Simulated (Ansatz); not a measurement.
# Band-structure calculation, with input and output: HfO2 (part 4 of 4)

The same run, continued: HfO2 (slab, 12 atoms in the cell); DFT PBE, spin-orbit coupling, plane waves, PAW (Ansatz 0.2.0); cutoff 420 eV, 9×9×1 k-mesh, Gaussian smearing of 0.05 eV. It belongs to a series of runs on one base structure; here: bands of the relaxed slab with spin-orbit coupling.

Geometry of the input (Å; fractional positions):
```
3.6046  0.0000  0.0000
-1.8023  3.1216  0.0000
0.0000  0.0000  26.0367
O  0.6667  0.3333  0.2697
O  0.0000  0.0000  0.3337
Hf 0.6667  0.3333  0.3411
O  0.3333  0.6667  0.3927
O  0.6667  0.3333  0.4603
Hf 0.3333  0.6667  0.4666
O  0.0000  0.0000  0.5181
O  0.3333  0.6667  0.5856
Hf 0.0000  0.0000  0.5920
O  0.6667  0.3333  0.6446
O  0.0000  0.0000  0.7340
Hf 0.6667  0.3333  0.7182
```

Output, continued:
```
  k-point 11: bands = ["-59.1685", "-59.1685", "-58.9518", "-58.9518", "-57.6026", "-57.6026", "-55.7338", "-55.7338", "-33.6211", "-33.5885", "-33.3937", "-33.3598", "-32.0457", "-32.0122", "-30.2207", "-30.1843", "-26.1909", "-26.1230", "-26.0788", "-25.9738", "-25.8563", "-25.8312", "-25.7633", "-25.7528", "-24.6264", "-24.4895", "-24.4203", "-24.4130", "-22.8562", "-22.7372", "-22.6595", "-22.6206", "-15.7689", "-15.4265", "-15.1655", "-15.1614", "-15.0210", "-14.6579", "-13.9601", "-13.9395",
      "-13.6822", "-13.3177", "-12.6298", "-12.6086", "-12.4860", "-12.1131", "-10.4332", "-10.4149", "-10.0729", "-10.0621", "-10.0473", "-10.0312", "-9.9893", "-9.9624", "-9.8365", "-9.8070", "-9.8005", "-9.7802", "-9.7796", "-9.7602", "-8.4842", "-8.4547", "-8.4504", "-8.4309", "-8.4298", "-8.4108", "-8.3433", "-8.3386", "-8.3332", "-8.3111", "-8.2850", "-8.2726", "-8.2592", "-8.2108", "-8.1291", "-8.0710", "-8.0674", "-8.0624", "-8.0579", "-8.0440",
      "-8.0341", "-8.0289", "-6.7766", "-6.7185", "-6.7182", "-6.7119", "-6.7078", "-6.6960", "-6.6848", "-6.6801", "-6.6327", "-6.5998", "-6.5726", "-6.5514", "-6.5312", "-6.5107", "-4.9341", "-4.8678", "-4.8404", "-4.8374", "-4.8371", "-4.8047", "-4.7939", "-4.7798", "-2.8444", "-2.8022", "-2.7247", "-2.7112", "-2.4073", "-2.3934", "-2.2420", "-2.0960", "-1.8496", "-1.6942", "-1.6698", "-1.5857", "-1.5847", "-1.5742", "-1.2526", "-1.2480",
      "-1.0465", "-0.8757", "-0.4356", "-0.3163", "-0.2856", "-0.2117", "-0.1140", "-0.0919", "0.0403", "0.0518", "0.3009", "0.3052", "0.4824", "0.6543", "1.1293", "1.2552", "1.3836", "1.3920", "1.6810", "1.7538", "1.9229", "2.0737", "2.7242", "2.7403", "2.9546", "2.9618", "3.4808", "3.6787", "3.8917", "3.8969", "3.9683", "3.9845", "4.7048", "4.7379", "5.0305", "5.2340", "5.6358", "5.7731", "6.4484", "6.6501",
      "6.7728", "6.9122", "7.1793", "7.3261", "7.7523", "7.7737", "8.1032", "8.2529", "8.3864", "8.4512", "8.5137", "8.6207", "8.6475", "8.8043", "9.0241", "9.1387", "9.4817", "9.5863", "9.7895", "9.8441", "10.3774", "10.4124", "10.5529", "10.5655", "10.6294", "10.6352", "10.8751", "10.9084", "11.1176", "11.1218", "11.3257", "11.5299", "11.6201", "11.6630", "12.2039", "12.2091", "12.2133", "12.2646", "12.6496", "12.7037",
      "12.7647", "12.8609", "12.9437", "12.9730", "13.3429", "13.3443", "13.4801", "13.4927", "13.9806", "14.0234", "14.4145", "14.4238"]
--- Löwdin populations: 12 sites ---
  site symbol       q [e]
     0      O      6.2836
     1      O      6.5210
     2     Hf     24.6403
     3      O      6.6600
     4      O      6.6378
     5     Hf     24.6088
     6      O      6.6604
     7      O      6.6382
     8     Hf     24.6105
     9      O      6.6713
    10      O      6.6705
    11     Hf     24.9523
  spilling = 0.002930 (of n_electrons = 152.000000)
```

File populations.tsv:
```
# site	symbol	l	j	q
# orbitals = lowdin
# n_electrons = 152.000000
# spilling = 0.002930
0	O	0_2S	0.5	1.847556
0	O	1_2P	0.5	1.496659
0	O	1_2P	1.5	2.939395
1	O	0_2S	0.5	1.697510
1	O	1_2P	0.5	1.615193
1	O	1_2P	1.5	3.208306
2	Hf	0_5S	0.5	1.974952
2	Hf	0_6S	0.5	0.414996
2	Hf	1_5P	0.5	1.993801
2	Hf	1_5P	1.5	3.978952
2	Hf	2_5D	1.5	0.934787
2	Hf	2_5D	2.5	1.350532
2	Hf	3_4F	2.5	5.996852
2	Hf	3_4F	3.5	7.995391
3	O	0_2S	0.5	1.733906
3	O	1_2P	0.5	1.649312
3	O	1_2P	1.5	3.276755
4	O	0_2S	0.5	1.684499
4	O	1_2P	0.5	1.657928
4	O	1_2P	1.5	3.295340
5	Hf	0_5S	0.5	1.971999
5	Hf	0_6S	0.5	0.440465
5	Hf	1_5P	0.5	1.994140
5	Hf	1_5P	1.5	3.980845
5	Hf	2_5D	1.5	0.907962
5	Hf	2_5D	2.5	1.318854
5	Hf	3_4F	2.5	5.997674
5	Hf	3_4F	3.5	7.996823
6	O	0_2S	0.5	1.734258
6	O	1_2P	0.5	1.648383
6	O	1_2P	1.5	3.277729
7	O	0_2S	0.5	1.684563
7	O	1_2P	0.5	1.658186
7	O	1_2P	1.5	3.295436
8	Hf	0_5S	0.5	1.972356
8	Hf	0_6S	0.5	0.445495
8	Hf	1_5P	0.5	1.994146
8	Hf	1_5P	1.5	3.980807
8	Hf	2_5D	1.5	0.906478
8	Hf	2_5D	2.5	1.316837
8	Hf	3_4F	2.5	5.997643
8	Hf	3_4F	3.5	7.996779
9	O	0_2S	0.5	1.745780
9	O	1_2P	0.5	1.647385
9	O	1_2P	1.5	3.278175
10	O	0_2S	0.5	1.741732
10	O	1_2P	0.5	1.645656
10	O	1_2P	1.5	3.283099
11	Hf	0_5S	0.5	1.978373
11	Hf	0_6S	0.5	0.601131
11	Hf	1_5P	0.5	1.994543
11	Hf	1_5P	1.5	3.981567
11	Hf	2_5D	1.5	1.031545
11	Hf	2_5D	2.5	1.370911
11	Hf	3_4F	2.5	5.997609
11	Hf	3_4F	3.5	7.996611
```

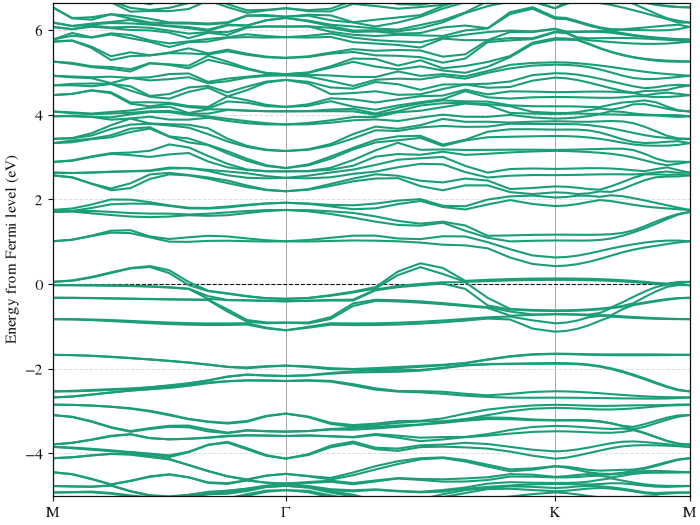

**Figure 1.** Band structure along M–Γ–K–M, with energies from the Fermi level. Bands cross the Fermi level: a metal at this level of theory.

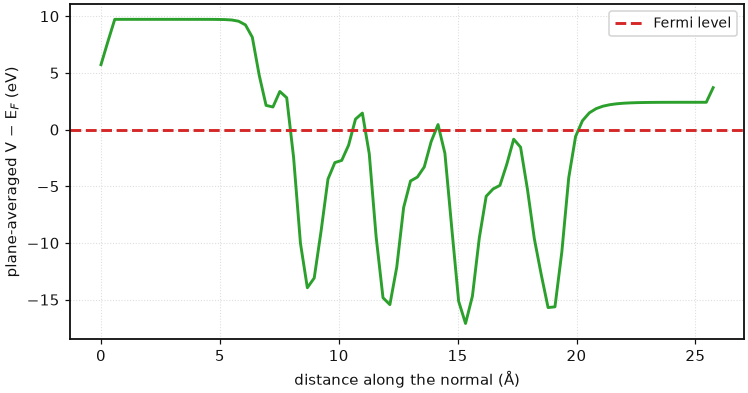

**Figure 2.** Plane average of the electrostatic potential energy of an electron across the cell, from the Fermi level. The vacuum level lies 2.41 eV above the Fermi level on the upper side and 9.72 eV on the lower.

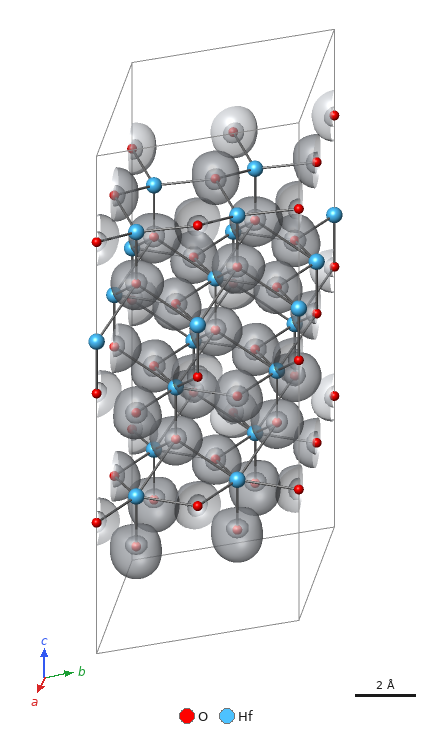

**Figure 3.** Isosurface of the ELF at 0.7 (grey), seen at an oblique angle. Only the valence region is drawn (cores and ρ < 0.01 e/Å³ removed). Sticks mark near contacts. Counts are for one cell; the picture repeats the cell along the surface.  Values along the shortest contacts: Hf–O (1.86 Å): the ELF peaks at about 0.80 in the valence shell of O, 0.5 Å from its nucleus, and drops to about 0.30 between the two atoms (no shared pair; the contact is polar). Hf–O (1.92 Å): the ELF peaks at about 0.80 in the valence shell of O, 0.6 Å from its nucleus, and drops to about 0.25 between the two atoms (no shared pair; the contact is polar). The fields are those of the smooth PAW valence density.

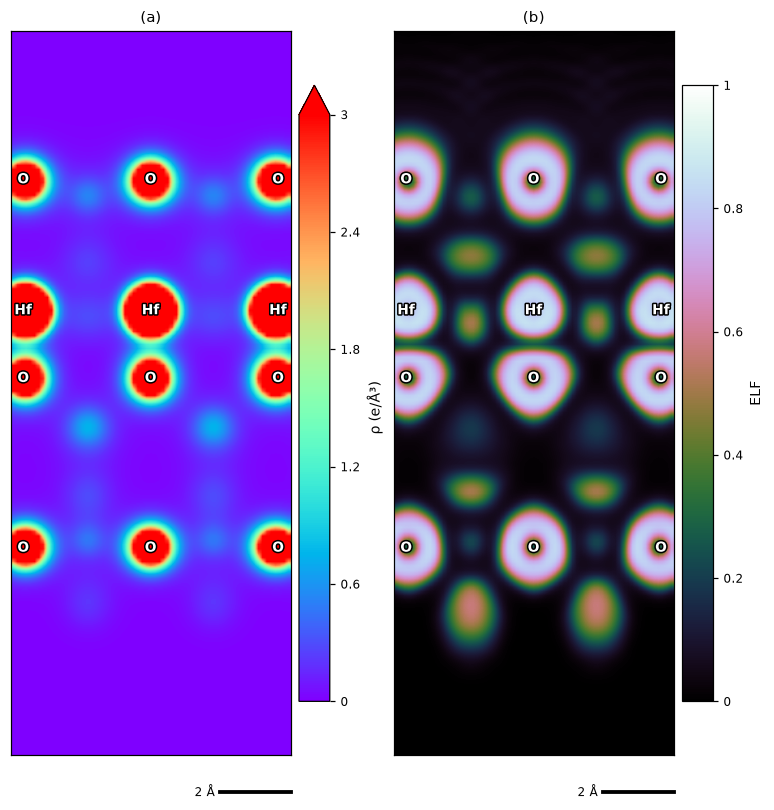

**Figure 4.** (a) valence pseudo-density; (b) electron localisation function on the (010) plane of the calculation cell, a cut from vacuum to vacuum. The section cuts through O and Hf sites. Hf–O (1.92 Å): ρ is about 1.2 e/Å³ halfway; the ELF peaks at about 0.80 in the valence shell of O, 0.6 Å from its nucleus, and drops to about 0.25 between the two atoms; a polar contact without a shared pair, in a metal. The density dies away to nearly zero in the vacuum. The strong features right at Hf lie inside the PAW spheres (semicore, d or f shells) and say nothing about bonding.

Key numbers:

- outcome: converged
- electrons treated: 152
- free energy: −67512.1429 eV
- work function, top face: 2.41 eV
- work function, bottom face: 9.72 eV
- Fermi energy: 4.604 eV
- gap on the k-point mesh: none (metallic)
- net moment of the cell: 0.00 μB
- integrated absolute moment: 0.00 μB
- work function (upper face): 2.41 eV
- largest force (length of the vector): 0.024 eV/Å
- hardware: 2 threads of Arm Neoverse V1, 24 GiB of memory available, shared host
- wall time: 24 min (CPU time 48 min)
- peak memory: 3.6 GiB

Notes:

Notes on the run: the density in the vacuum is higher than it should be, so vacuum levels may be off; the exchange-correlation potential is rough where the density is thin.
